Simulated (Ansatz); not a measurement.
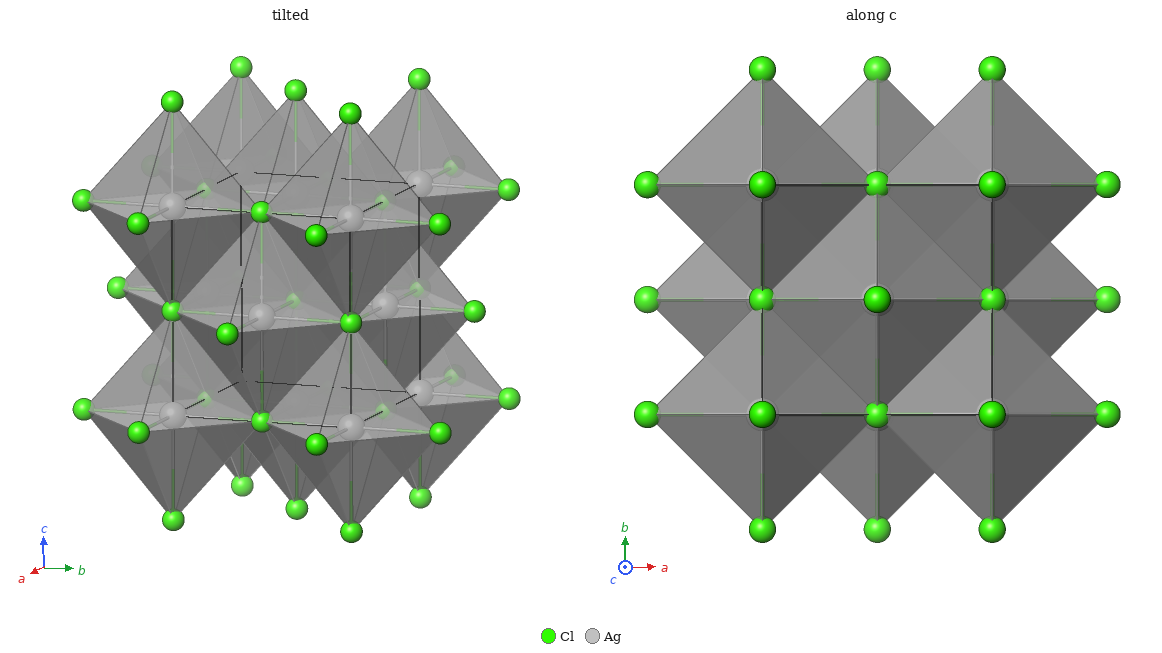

Crystal structure, polyhedral style, seen slightly off an axis and along the c axis. One drawn cell (a repeat of the simulation cell) is framed, with atoms on its boundary repeated. A few atoms beyond the faces are included.

AgCl, a = 5.277 Å, b = 5.277 Å, c = 5.892 Å, α = 89.55°, β = 89.55°, γ = 89.98°. Strictly the space group is C2/m (No. 12, within 0.01 Å). It is a distorted form of a face-centred cubic structure, space group Fm-3m (No. 225) within 0.45 Å: rock salt (NaCl type). The model was built from a structure listed in the Materials Project. The cell was then strained or its atoms displaced on purpose. A calculation with Ansatz used it as input.

This one geometry was computed with Ansatz (DFT, plane waves, PAW) at three levels of theory: r2SCAN, PBE and HSE06. It was relaxed with r2SCAN and then strained.

> Which level gives the highest pressure at this volume, and what does that say about its equilibrium volume?

Highest: PBE (5.0 GPa) and HSE06 (4.9 GPa), which points to the largest equilibrium volume. Lowest, with the smallest volume: r2SCAN (3.4 GPa). Levels within 0.5 GPa of each other can't be told apart.

> How does the band gap change with the level of theory?

PBE: a gap of 0.60 eV, indirect; r2SCAN: a gap of 1.14 eV, indirect; HSE06: a gap of 2.04 eV, indirect.

> Collect the results in a table.

| level | cutoff (eV) | k-mesh of the run's cell | gap (eV) | pressure (GPa) |
| --- | --- | --- | --- | --- |
| r2SCAN | 500 | 6×6×6 | 1.14 | 3.4 |
| PBE | 420 | 6×6×6 | 0.60 | 5.0 |
| HSE06 | 420 | 4×4×4 | 2.04 | 4.9 |

Gaps are taken on the k-mesh or band path of each run.
